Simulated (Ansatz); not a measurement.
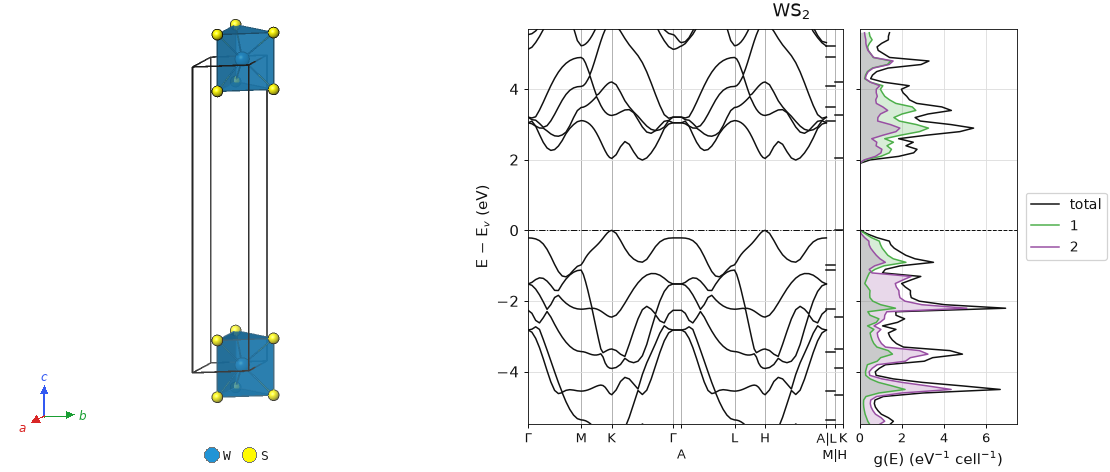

Band structure and density of states, beside the structure. Energies are counted from the top of the valence band. The partial curves are projected on Löwdin-orthogonalised atomic shells.

System: WS₂, space group P-6m2, 3 atoms in the cell.

Level of theory: DFT PBEsol+D3(BJ), scalar-relativistic, plane waves, PAW, no spin polarisation, 12×12×2 k mesh, 420 eV cutoff; code Ansatz.

The numbered curves are projections. Which is which? The candidates: S, W.

Answer. 1 is W; 2 is S.

What does the band structure say about the gap?

Answer. The bands leave a gap. The gap along this path is 1.99 eV, from the valence-band top at K to the conduction-band bottom between K and Γ; the smallest direct gap, at K, is only slightly larger at 2.04 eV.

Spin-orbit coupling is left out, which matters for W.
